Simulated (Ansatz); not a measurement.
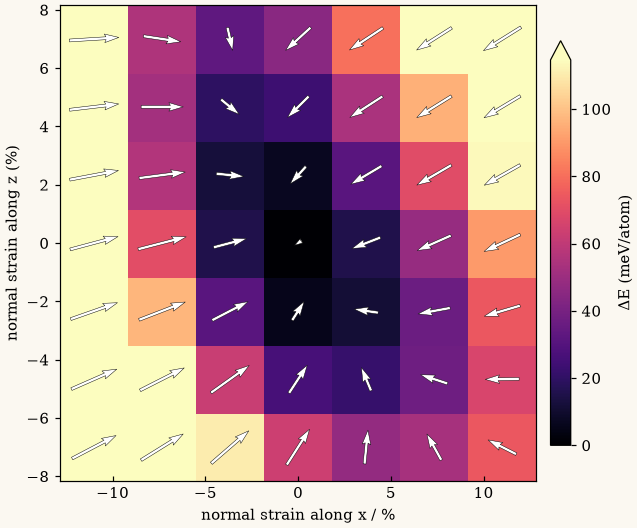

Energy landscape of Fe (Im-3m, No. 229; 1 atom in the cell). The energy is mapped over two homogeneous strains (x, y and z along the cube axes). The first coordinate is: normal strain along x; the second: normal strain along z. Nothing is relaxed (symmetry fixes all fractional coordinates). The scan uses a 7 × 7 grid. Points are written as (first, second). Energies are in meV/atom, from the lowest grid point. The cutoff or the k-mesh is coarse on purpose, so the values aren't converged. Computed with DFT PBE, scalar-relativistic, plane waves, PAW in Ansatz. Settings: cutoff 520 eV, k-mesh 10×10×10, gaussian smearing 0.15 eV, spin-polarised.

Drawn: one coloured cell a grid point, arrows along the force (downhill), their lengths compressed, one colour for all values above the top of the scale. 

Summarise what can be read from the map.

The lowest grid point is at (0.0 %, 0.00 %). The highest grid point, (−11.0 %, −7.00 %), lies 336 meV/atom above the lowest.

The values on the grid:

```csv
"normal strain along z ↓, normal strain along x →",−11.0,−7.3,−3.7,0.0,3.7,7.3,11.0
7.00,120,55,33,45,80,123,170
4.67,128,52,19,23,54,96,141
2.33,143,56,12,7,31,70,114
0.00,169,70,16,0,15,48,90
−2.33,208,97,31,6,11,37,74
−4.67,263,139,62,26,22,37,67
−7.00,336,199,111,63,48,53,74
```

Each point was launched as `ansatz run input.yaml --threads 1 --pin off --max-ram 2048MiB --backend cpu --events-out ev --progress --plain --runs-dir out`. The whole map (49 points run) took 5.4 min on 1 thread of Arm Neoverse V1, with other jobs on the host.
